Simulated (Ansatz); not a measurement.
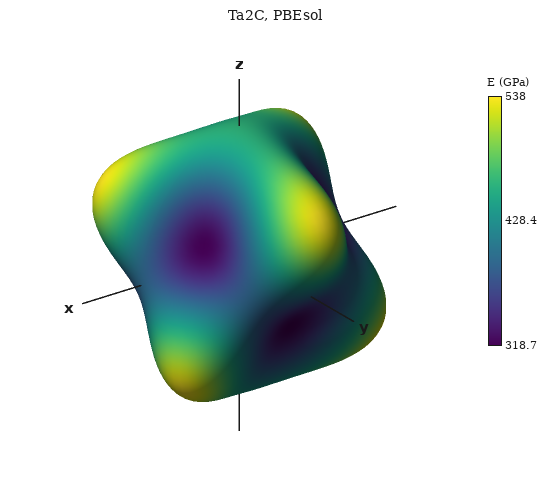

The figure shows the Young's modulus as a surface whose radius and colour give its value in each direction for Ta₂C, space group P-3m1 (No. 164).

The given structure:
```yaml
crystal:
  lattice:
    - [3.09589, 0.00000, 0.00000]
    - [-1.54794, 2.68112, 0.00000]
    - [0.00000, 0.00000, 4.92017]
  atoms:
    - { symbol: Ta, position: [0.33333, 0.66667, 0.25283] }
    - { symbol: Ta, position: [0.66667, 0.33333, 0.74717] }
    - { symbol: C, position: [0.00000, 0.00000, 0.00000] }
```

Computed with Ansatz 0.2.0: elastic stress-strain coefficients at zero temperature from small strains of the given cell, Voigt order xx yy zz yz xz xy, Cartesian axes of the cell vectors; plane waves with PAW datasets, Γ-centred k mesh. Level: PBEsol, no spin polarisation.

wave cutoff 420 eV; k mesh 18×18×8; occupations Fermi–Dirac; smearing width 0.15 eV; ions clamped; strain amplitude 0.005.

Question: How anisotropic is Young's modulus?

Answer: Over all directions E runs from 319 to 538 GPa, a ratio of 1.69.

Question: What is E along the Cartesian axes and along their diagonal?

Answer: E is 393 GPa along x, 393 GPa along y and 462 GPa along z, and 344 GPa along the body diagonal x + y + z.

Keep in mind: metal sensitive to the k mesh.
